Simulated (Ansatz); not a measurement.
SrTiO$_{3}$

The calculation's input:

```
crystal:
  lattice:
    - [3.9258415304, 0.0, 0.0]
    - [0.0, 3.9258415304, 0.0]
    - [0.0, 0.0, 3.988437501]
  atoms:
    - { symbol: Sr, position: [0.5, 0.5, 0.5081637248] }
    - { symbol: Ti, position: [0.0, 0.0, 0.0102563992] }
    - { symbol: O, position: [0.5, 0.0, 0.9753342346] }
    - { symbol: O, position: [0.0, 0.5, 0.9753342346] }
    - { symbol: O, position: [0.0, 0.0, 0.4749123568] }
basis:
  ecutwfc: 420
kpoints:
  mp_grid: { grid: [8, 8, 8] }
  band_path:
    path:
      - [[0.0, 0.0, 0.0], [0.0, 0.5, 0.0], [0.5, 0.5, 0.0], [0.0, 0.0, 0.0], [0.0, 0.0, 0.5], [0.0, 0.5, 0.5], [0.5, 0.5, 0.5], [0.0, 0.0, 0.5]]
      - [[0.0, 0.5, 0.0], [0.0, 0.5, 0.5]]
      - [[0.5, 0.5, 0.0], [0.5, 0.5, 0.5]]
    npoints: 14
hamiltonian:
  xc: pbe
  hubbard: { sites: [{ species: Ti, l: d, u_eff: 4.0 }] }
scf:
  occupations: { method: gaussian, width: 0.02 }
  n_extra_bands: 12
output:
  forces: true
  stress: true
  eigenvalues: true
  populations: true
  dos: { projected: true, de: 0.02, nscf_kmesh: { grid: [12, 12, 12] } }
  bader: true
  write_density: true
  write_potential: true
  elf: true
  volumetric_format: npy
```

Launched as:

```sh
ansatz run input.yaml --threads 1 --pin off --max-ram 2560MiB --backend cpu --events-out ev --progress --plain --runs-dir out
```

Below, planes, directions and counts refer to the conventional cell (a = 3.93 Å, b = 3.93 Å, c = 3.99 Å, α = 90.00°, β = 90.00°, γ = 90.00°).

Space group P4mm; a structure generated by program, which may or may not match a known phase; computed without spin polarisation; Hubbard U of 4 eV on Ti d only.

Computed with Ansatz 0.2.0, DFT PBE+U, scalar-relativistic, plane waves, PAW.

The density is the valence pseudo-density of a PAW calculation; it isn't the true density close to the nuclei.

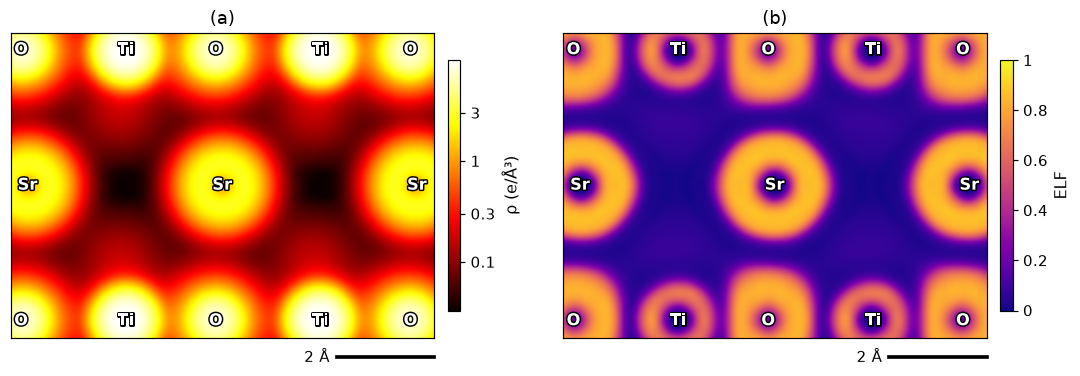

Figure 1. (a) valence electron density; (b) ELF on the (11̄0) plane of the conventional cell.

Q: Read the bonding off the picture.

A: Atoms in the plane: Sr, Ti and O.
Ti–O (1.85 Å): ρ is about 0.94 e/Å³ halfway; the ELF peaks at about 0.80 in the valence shell of O, 0.6 Å from its nucleus, and is about 0.25 at the midpoint: no shared electron pair shows on this line.
Ti–O (2.14 Å): ρ is about 0.45 e/Å³ halfway; the ELF peaks at about 0.85 in the valence shell of O, 0.6 Å from its nucleus, and is about 0.15 at the midpoint; no shared electron pair shows on this line.
Sr–O (2.78 Å): ρ is about 0.14 e/Å³ halfway; the ELF is about 0.05 at the midpoint (an ionic contact with no shared pair).
Between the atoms the lowest density in this plane is 0.03 e/Å³.
The features right at Sr and Ti lie inside the PAW spheres, where the map follows smoothed inner orbitals and isn't to be read closely.

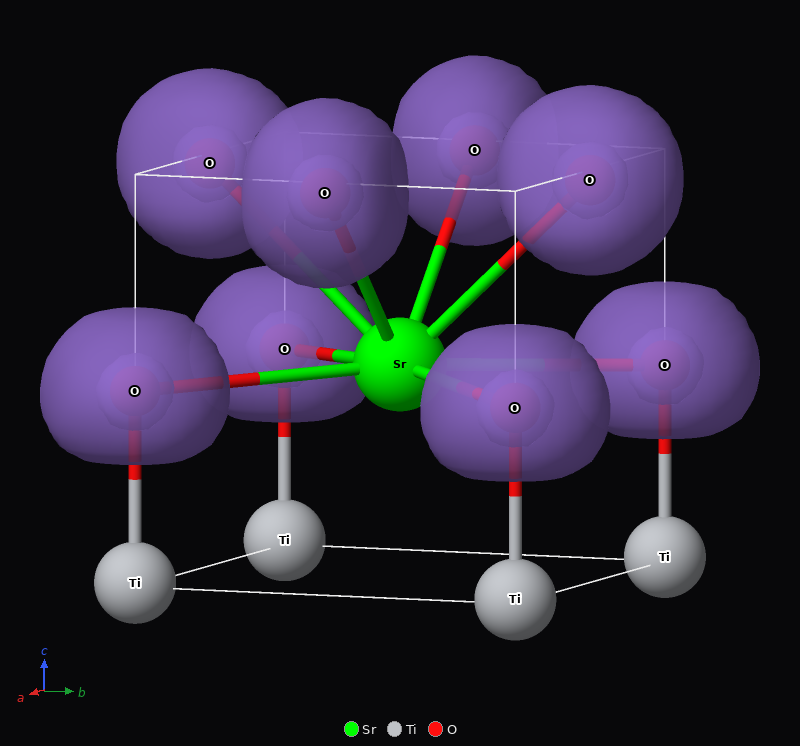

Figure 2. Isosurface of the electron localisation function at 0.7 (purple), seen slightly off an axis. Only the valence region is drawn (cores and ρ < 0.01 e/Å³ removed). Sticks mark near contacts.

Q: Identify the bonds, lone pairs and shells in this picture.

A: At this value the surface marks out three regions wrapped around O (the valence shell of each), counted in one cell of 5 atoms. Regions shared between cells count once. Along the contacts the grid gives the following. Sr–O (2.71 Å): the ELF is about 0.05 at the midpoint: an ionic contact with no shared pair.

Q: Which way does charge flow, and how much by Bader's partition?

A: Electrons move from Sr and Ti towards O. Bader charges: Sr +1.59, Ti +2.35 and O −1.32 e.

Q: Does the calculation give a band gap?

A: It is gapped, with a Kohn–Sham gap of 2.4 eV on the k-point mesh, an upper bound to the gap of this method.
